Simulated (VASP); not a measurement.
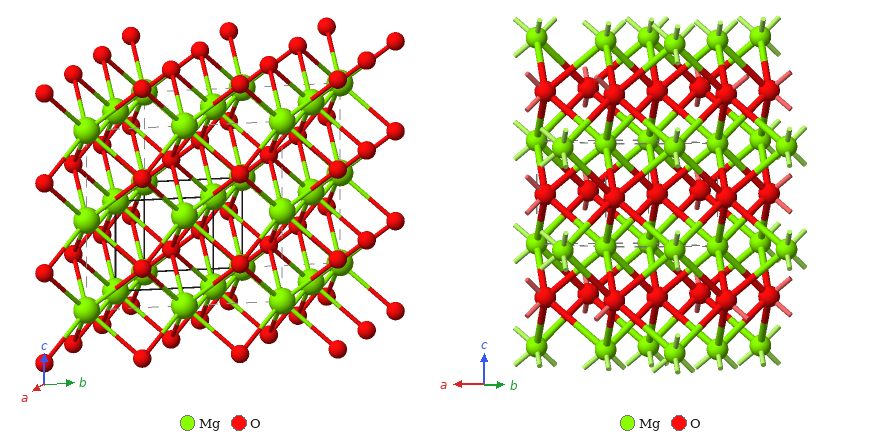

Left: the structure. Right: its underlying net. Nodes are coloured by element. Short stubs are edges that leave the cut-out.

The compound is MgO (space group P-6m2, No. 187), taken as the end point of a relaxation with VASP Kohn-Sham DFT of a periodic cell, r2SCAN, VASP PAW PBE potentials, recommended in VASP 6.6.1.

Bonds are taken as Mg–O below 2.4 Å; no other contact counts. Atoms with one bond or none are removed and atoms with two bonds are replaced by edges, until no such atom is left.

The result is a uninodal 6-connected, three-periodic net: Mg and O are 6-connected nodes. It is the acs net, known from WC. It is a single net, without interpenetration.

```csv
node,links,point symbol,coordination sequence
Mg and O,6,4^9.6^6,6 20 42 74
```
